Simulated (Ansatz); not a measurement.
**Bi4Se3: single-point calculation**

The run: single-point calculation of Bi4Se3 (R-3m, 7 atoms in the cell). Method and program: DFT PBEsol, scalar-relativistic, plane waves, PAW, no spin polarisation (Ansatz 0.2.0).

The structure derives from an entry of the Crystallography Open Database. It belongs to a series of runs on one base structure; here: the database's cell and atoms.

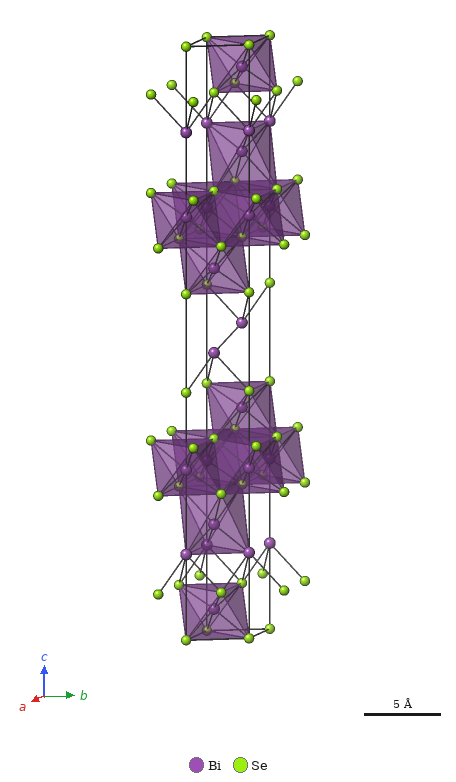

Figure 1. The structure (polyhedral view of the cell 3 times as large as that of the calculation, set on its symmetry axes, seen slightly off an axis; polyhedra are completed across the faces of the cell). An atom can appear more than once, as a periodic image.

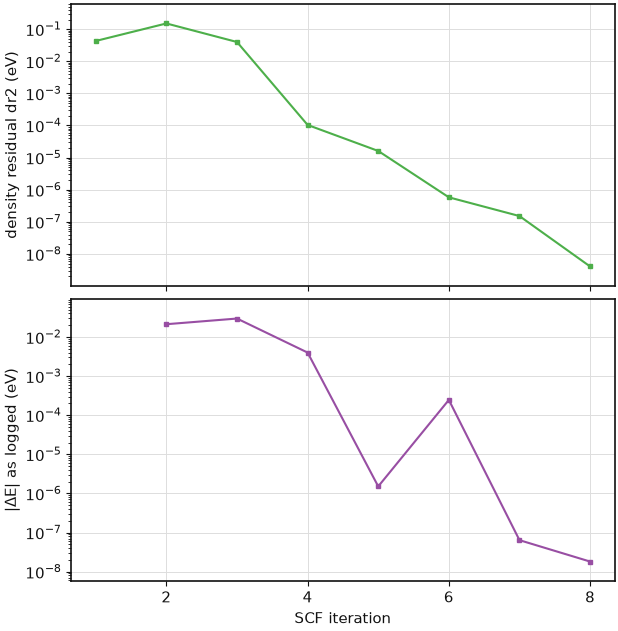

Figure 2. Convergence of the self-consistent field: density residual dr2 and size of the energy change against the SCF iteration. The residual comes down, with one marked jump up, by a factor of about 4, at step 2.

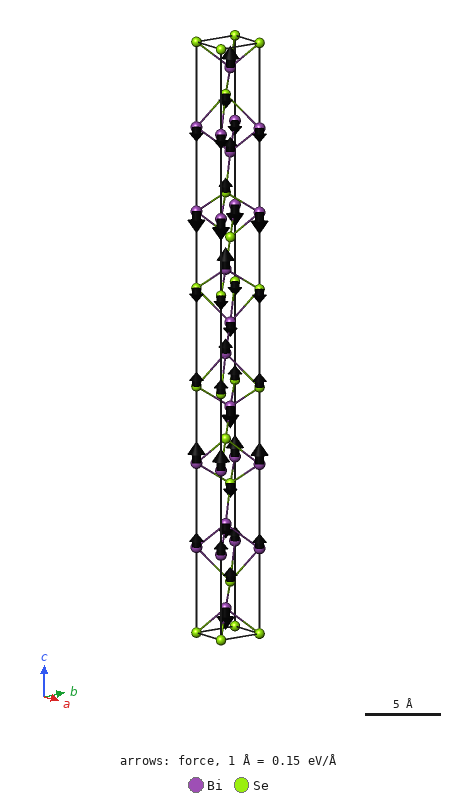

Figure 3. Forces on the atoms as black arrows (ball-and-stick view of the cell 3 times as large as that of the calculation, set on its symmetry axes, seen slightly off an axis). The largest act on Bi3, Bi4 (0.22 eV/Å); Bi1, Bi2 (0.15 eV/Å); Se5, Se6 (0.15 eV/Å). Atoms are counted from 1 in the order of the input and aren't labelled in the picture. The geometry is not a stationary point of this energy.

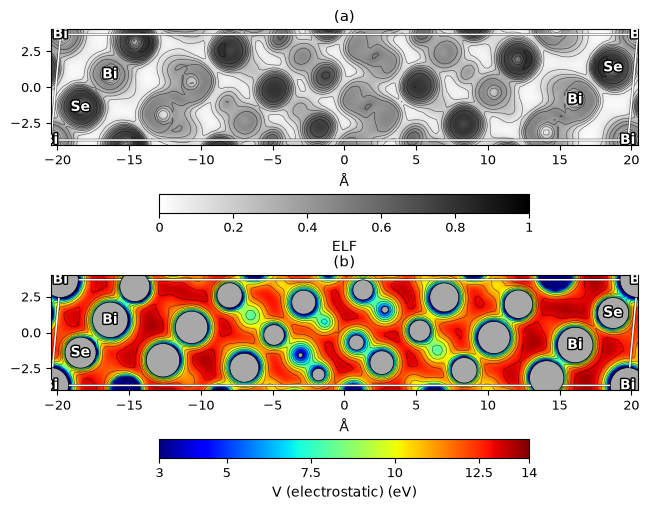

Figure 4. (a) electron localisation function; (b) electrostatic potential energy of an electron on the (111) plane of the conventional cell. Grey discs, where drawn, cover atomic cores. Atoms in the plane: Bi and Se. Bi–Se (2.88 Å): the ELF peaks at about 0.80 in the valence shell of Se, 0.8 Å from its nucleus, and drops to about 0.35 between the two atoms. Bi–Se (3.08 Å): the ELF peaks at about 0.80 in the valence shell of Se, 0.8 Å from its nucleus, and drops to about 0.30 between the two atoms; a polar contact without a shared pair, in a metal. Outside the cores the potential energy rises away from the atoms and is highest about 2.6 Å from the nearest atoms; outside the discs it spans about 10 eV, and its zero is arbitrary. In a PAW calculation such maps are meaningful between the atoms, not at the nuclei.

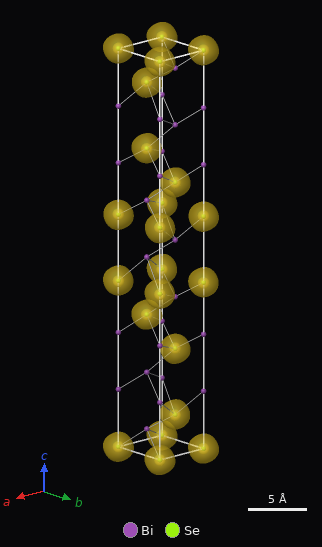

Figure 5. Isosurface of the ELF at 0.6 (yellow), seen at an oblique angle. Only the valence region is drawn (cores and ρ < 0.01 e/Å³ removed). Sticks mark near contacts. The outline is the cell set on symmetry axes. Along the contacts the grid gives the following. Bi–Se (2.88 Å): the ELF peaks at about 0.80 in the valence shell of Se, 0.8 Å from its nucleus, and drops to about 0.35 between the two atoms. Bi–Bi (3.04 Å): the ELF is about 0.50 at the midpoint; no localised pair between them.

These pictures come from the run below.

Input
```yaml
crystal:
  lattice:
    - [2.135, 1.2326428247, 13.3333333333]
    - [-2.135, 1.2326428247, 13.3333333333]
    - [0.0, -2.4652856494, 13.3333333333]
  atoms:
    - { symbol: Bi, position: [0.1445, 0.1445, 0.1445] }
    - { symbol: Bi, position: [0.8555, 0.8555, 0.8555] }
    - { symbol: Bi, position: [0.287, 0.287, 0.287] }
    - { symbol: Bi, position: [0.713, 0.713, 0.713] }
    - { symbol: Se, position: [0.417, 0.417, 0.417] }
    - { symbol: Se, position: [0.583, 0.583, 0.583] }
    - { symbol: Se, position: [0.0, 0.0, 0.0] }
basis:
  ecutwfc: 420
kpoints:
  mp_grid: { grid: [12, 12, 12] }
hamiltonian:
  xc: pbesol
scf:
  occupations: { method: gaussian, width: 0.1 }
output:
  forces: true
  stress: true
  eigenvalues: true
  populations: true
  write_density: true
  write_potential: true
  elf: true
  volumetric_format: npy
```

Command:
```bash
ansatz run input.yaml --threads 2 --pin off --max-ram 5120MiB --backend cpu --events-out ev --progress --plain --runs-dir out
```

Log
```
basis.fft_grid_basis auto: the FFT boxes are laid along the combinations [[1, -1, 0], [0, 1, 0], [0, -1, 1]] of the cell's own vectors, 4.270, 13.559 and 4.270 Å long. The dense box has 30×96×30 points. Along the cell's own vectors, as sized, it would have 96×96×96, 10.24 times as many. Of the 12 symmetry operations that the crystal satisfies within crystal.symmetry.tolerance (time reversal apart; of a slab, those that keep its plane) the dense box along the cell's own vectors carries 12, and the one as laid loses 8 of those. basis.fft_grid_basis: typed keeps the cell's own vectors: state it where this run's energies or levels are differenced outside the engine with another run's, or held beside a run that keeps those vectors. Those combinations have planes normal to reciprocal vector 3, as the cell's own vectors have. Each planar average written beside output.write_density, output.write_potential has a row for each plane of the box: 30. The volumetric files lie along those combinations, not along the cell's own vectors: a cube or XSF file states them, and fields.json those of NumPy files.
Engine: ansatz 0.2.0, x86_64-unknown-linux-gnu
Pseudopotentials: kind: paw
Pseudopotential: Bi, paw, valence charge 15, recommended cutoff 420 eV (normal), Bi.paw.azcp
Pseudopotential: Se, paw, valence charge 16, recommended cutoff 420 eV (normal), Se.paw.azcp
Functional definition: PBEsol
  exchange = pbesol_x
  correlation = pbesol_c
Crystal: 7 atoms, lattice volume = 210.535 Å³
Basis set: ecut = 420 eV, 4095 PW (Γ), FFT grids on a1−a2, a2, −a2+a3, exchange–correlation on 60×192×60 points (8 copies of the dense FFT grid, shifted against one another)
Bands: 65, of which v1, the nominal top of the filled ones, is band 54 counted from 1 (53 counted from 0)
Symmetry: 12 space group operations
Space group: R-3m (ITA 166), of the structure as read, at distance tolerance 5.9e-5 Å
k-points: 189 of 1728
Non-local potential: Bi, projectors of the file, l = 0: 2, l = 1: 2, l = 2: 2, l = 3: 2
Non-local potential: Se, projectors of the file, l = 0: 2, l = 1: 2, l = 2: 3, l = 3: 1
PAW form: soft (Blöchl's): semilocal exchange-correlation on the pseudo side does not see the compensation charge
PAW frozen core: Bi, regenerated for the run's functional, and the local potential with it (the file was generated under x = pbe(κ = 0.804, μ = 0.2195149727645171), c = pbe(β = 0.06672455060314922))
PAW frozen core: Se, regenerated for the run's functional, and the local potential with it (the file was generated under x = pbe(κ = 0.804, μ = 0.2195149727645171), c = pbe(β = 0.06672455060314922))
PAW one-centre angular grid: Bi, 590 points (default); XC on 64 Gauss nodes
PAW one-centre angular grid: Se, 590 points (default); XC on 64 Gauss nodes
Initial density: superposition of atomic densities (neutral atoms: chi_scale 0, normalization atom), corrected by the library's trained network
Initial wavefunctions: pseudopotential atomic-orbital guess
Functional: x = pbesol(κ = 0.804, μ = 0.12345679012345678), c = pbesol(β = 0.046)
SCF iter   1: F=—  HF=-65242.509592 eV  |F-HF|=—  |Δ(HF+E_count)|=         —  Δρ=2.69e-3  dr2=4.30e-2  ethr=1.77e-3  ⟨swp⟩=8.7  Hψ=51258  notcnv=0  defer=3
preconditioner: auto → LDOS  [metal: Δε(μ)=0.022 eV  Ē_g=8.947 eV  σ=0.100 eV  W_gap=0.12  n_scr=58 (ndim 8)  ℏωp=15.8 eV  f_vac=0.015  D(μ)=0.54/eV (n_scr^D=2)  β→1.0]
SCF iter   2: F=—  HF=-65242.530819 eV  |F-HF|=—  |Δ(HF+E_count)|=   2.12e-2  Δρ=4.58e-3  dr2=1.51e-1  ethr=3.99e-5  ⟨swp⟩=2.0  Hψ=25838  notcnv=0  defer=624
SCF iter   3: F=—  HF=-65242.501250 eV  |F-HF|=—  |Δ(HF+E_count)|=   2.96e-2  Δρ=1.43e-3  dr2=3.99e-2  ethr=3.99e-5  ⟨swp⟩=2.0  Hψ=22345  notcnv=0  defer=624
SCF iter   4: F=—  HF=-65242.497256 eV  |F-HF|=—  |Δ(HF+E_count)|=   3.99e-3  Δρ=1.60e-4  dr2=1.04e-4  ethr=3.70e-5  ⟨swp⟩=1.8  Hψ=12521  notcnv=0  defer=622
SCF iter   5: F=—  HF=-65242.497258 eV  |F-HF|=—  |Δ(HF+E_count)|=   1.51e-6  Δρ=5.41e-5  dr2=1.61e-5  ethr=9.61e-8  ⟨swp⟩=2.0  Hψ=22022  notcnv=0  defer=600
SCF iter   6: F=—  HF=-65242.497012 eV  |F-HF|=—  |Δ(HF+E_count)|=   2.46e-4  Δρ=1.61e-5  dr2=5.79e-7  ethr=1.49e-8  ⟨swp⟩=2.0  Hψ=17735  notcnv=0  defer=45
SCF iter   7: F=—  HF=-65242.497012 eV  |F-HF|=—  |Δ(HF+E_count)|=   6.38e-8  Δρ=5.83e-6  dr2=1.51e-7  ethr=9.26e-11  ⟨swp⟩=14.8  Hψ=116611  notcnv=0
SCF iter   8: F=-65242.497012 eV  HF=-65242.497012 eV  |F-HF|=8.00e-10  |Δ(HF+E_count)|=   1.81e-8  Δρ=1.36e-6  dr2=4.06e-9  ethr=9.26e-11  ⟨swp⟩=8.7  Hψ=77416  notcnv=0
SCF 1 converged in 8 iterations: F = -65242.497012 eV  dr2 = 4.06e-9
  greatest PAW one-centre occupation: 1.000 electrons in one spin orbital (limit 2), on the Se atom at site 5 (counted from 0), in its partial waves of l = 2
SCF converged after 8 iterations
Free energy (F): -65242.497012 eV
Harris-Foulkes:  -65242.497012 eV  (|F-HF|=8.00e-10)
Internal energy: -65242.493327 eV  (E = F + TS)
E sigma→0 (E₀):  -65242.495169 eV
Entropy (-TS):   -0.003685 eV (-0.526 meV/atom)
Fermi energy:    9.554840 eV
--- Per-component energies (eV) ---
  E_band       = -1558.767238
  E_kinetic    = 1562.292003
  E_local      = -13819.428051  (includes V_loc(G=0)·N_el)
  E_nonlocal   = 472.922567
  E_hartree    = 5796.048598
  E_xc         = -911.462791
  E_vxc        = -870.981202  (∫ρ·V_xc dr)
  E_paw        = -47640.922399  (= ΣΔE_a)
  E_vpaw       = -495.666929  (= ΣTr[D̂ρ^β])
  E_aug_tail   = -0.003592  (compensation charges beyond the density's cutoff)
  E_ewald      = -10705.324024
  E_core_change = 3.384360  (= ΣΔE_core)
  E_smearing   = -0.003685  (= −TS)
  E_closure    = -0.000000  (closes the sum)
  Σ components = -65242.497012   (vs F -65242.497012, Δ=0.00e0)
--- Forces (eV/Å), atoms counted from 1 ---
  atom   1  Bi    -0.00000000    -0.00000000     0.14872703
  atom   2  Bi     0.00000000     0.00000000    -0.14872703
  atom   3  Bi     0.00000000     0.00000000     0.22290117
  atom   4  Bi    -0.00000000    -0.00000000    -0.22290117
  atom   5  Se     0.00000000     0.00000000     0.14829087
  atom   6  Se    -0.00000000    -0.00000000    -0.14829087
  atom   7  Se     0.00000000     0.00000000     0.00000000
  max |Σ_I F_I| component: 2.78e-17 eV/Å
--- Stress (GPa, compression-positive) ---
       -0.503948       0.000000       0.000000
        0.000000      -0.503948       0.000000
        0.000000       0.000000      -0.667702
  P = ⅓ Tr σ = -0.5585 GPa (-5.585 kbar)
--- Band table (eV; the first three rows and the last of 189) ---
  k-point 0: bands = ["-38.4916", "-38.4916", "-38.4916", "-38.4916", "-38.4803", "-38.4803", "-38.4803", "-38.4803", "-38.4756", "-38.4756", "-38.3340", "-38.3315", "-38.3315", "-38.3181", "-38.3181", "-13.9729", "-13.9729", "-13.9704", "-13.9704", "-13.9572", "-13.9553", "-13.9526", "-13.9526", "-13.9483", "-13.9483", "-13.0293", "-13.0293", "-12.8987", "-12.8860", "-12.8860", "-12.7200", "-12.7121", "-12.7121", "-12.6081", "-12.6081", "-5.2578", "-4.7662", "-3.7537", "-2.7794", "-0.8474", "0.4176", "1.1457", "6.8299", "6.8299", "6.9033", "6.9749", "6.9749", "7.0298", "7.4331", "7.4331", "7.6757", "8.7002", "9.5276", "9.5276", "10.3372", "10.3660", "10.3660", "10.4334", "11.1233", "11.1233", "11.6569", "12.4038", "12.4038", "14.8981", "15.4228"]
  k-point 1: bands = ["-38.4916", "-38.4916", "-38.4916", "-38.4916", "-38.4804", "-38.4803", "-38.4803", "-38.4803", "-38.4756", "-38.4756", "-38.3340", "-38.3315", "-38.3315", "-38.3181", "-38.3181", "-13.9738", "-13.9717", "-13.9710", "-13.9692", "-13.9566", "-13.9547", "-13.9531", "-13.9528", "-13.9489", "-13.9482", "-13.0283", "-13.0237", "-12.8966", "-12.8854", "-12.8823", "-12.7213", "-12.7142", "-12.7125", "-12.6159", "-12.6085", "-5.2000", "-4.7145", "-3.7191", "-2.7243", "-0.8574", "0.3107", "1.1029", "6.3084", "6.4166", "6.6279", "6.9105", "6.9255", "7.1800", "7.3834", "7.4799", "7.8038", "9.1128", "9.2539", "9.4740", "9.8754", "9.9545", "10.3133", "11.2162", "11.3724", "11.4860", "11.9079", "12.2588", "12.4580", "14.6556", "14.8659"]
  k-point 2: bands = ["-38.4916", "-38.4916", "-38.4915", "-38.4915", "-38.4804", "-38.4804", "-38.4803", "-38.4803", "-38.4756", "-38.4756", "-38.3340", "-38.3315", "-38.3315", "-38.3181", "-38.3180", "-13.9764", "-13.9731", "-13.9686", "-13.9661", "-13.9562", "-13.9543", "-13.9529", "-13.9521", "-13.9498", "-13.9480", "-13.0257", "-13.0075", "-12.8954", "-12.8786", "-12.8715", "-12.7267", "-12.7208", "-12.7124", "-12.6383", "-12.6094", "-5.0293", "-4.5634", "-3.6256", "-2.5593", "-0.9082", "0.0136", "0.9711", "5.4512", "6.0593", "6.2694", "6.3924", "6.6837", "6.9174", "7.4824", "7.5219", "7.7174", "8.6963", "9.1814", "9.3312", "9.6634", "10.5124", "10.5907", "11.1308", "11.7700", "11.8835", "12.0823", "12.6013", "12.8711", "13.9825", "14.8444"]
  k-point 188: bands = ["-38.4916", "-38.4916", "-38.4916", "-38.4916", "-38.4803", "-38.4803", "-38.4803", "-38.4803", "-38.4756", "-38.4756", "-38.3340", "-38.3315", "-38.3315", "-38.3181", "-38.3181", "-13.9729", "-13.9729", "-13.9704", "-13.9704", "-13.9572", "-13.9553", "-13.9526", "-13.9526", "-13.9483", "-13.9483", "-13.0293", "-13.0293", "-12.8987", "-12.8860", "-12.8860", "-12.7200", "-12.7121", "-12.7121", "-12.6081", "-12.6081", "-5.2472", "-4.7989", "-3.6667", "-2.8933", "-0.6408", "0.1328", "1.2798", "6.7532", "6.8289", "6.8289", "6.9777", "6.9777", "7.2263", "7.4288", "7.4288", "7.6040", "8.7919", "9.6214", "9.6214", "9.8570", "10.1238", "10.1238", "11.1198", "11.4062", "11.4253", "11.4253", "12.2259", "12.2259", "14.9458", "15.2167"]
--- Löwdin populations: 7 sites ---
  site symbol       q [e]
     0     Bi     14.9237
     1     Bi     14.9237
     2     Bi     14.4191
     3     Bi     14.4191
     4     Se     16.3143
     5     Se     16.3143
     6     Se     16.4491
  spilling = 0.002192 (of n_electrons = 108.000000)
```

File populations.tsv
```
# site	symbol	l	j	q
# orbitals = lowdin
# n_electrons = 108.000000
# spilling = 0.002192
0	Bi	0_6S	-	1.901446
0	Bi	1_6P	-	3.025459
0	Bi	2_5D	-	9.996800
1	Bi	0_6S	-	1.901446
1	Bi	1_6P	-	3.025459
1	Bi	2_5D	-	9.996800
2	Bi	0_6S	-	1.966937
2	Bi	1_6P	-	2.453486
2	Bi	2_5D	-	9.998650
3	Bi	0_6S	-	1.966937
3	Bi	1_6P	-	2.453486
3	Bi	2_5D	-	9.998650
4	Se	0_4S	-	1.898228
4	Se	1_4P	-	4.416204
4	Se	2_3D	-	9.999839
5	Se	0_4S	-	1.898228
5	Se	1_4P	-	4.416204
5	Se	2_3D	-	9.999839
6	Se	0_4S	-	1.886849
6	Se	1_4P	-	4.562407
6	Se	2_3D	-	9.999868
```

Summary

```tsv
quantity	value
outcome	converged
space group (tolerance 0.01 Å)	R-3m (166)
electrons treated	108
free energy	−65242.4970 eV
Fermi energy	9.555 eV
gap on the k-point mesh	none (metallic)
pressure	−0.56 GPa
largest force (length of the vector)	0.223 eV/Å
hardware	2 threads of Intel Xeon (Sapphire Rapids), 32 GiB of memory available, shared host
wall time	84 s (CPU time 2.8 min)
peak memory	1.7 GiB
```

Spin–orbit coupling is left out, which matters for Bi.
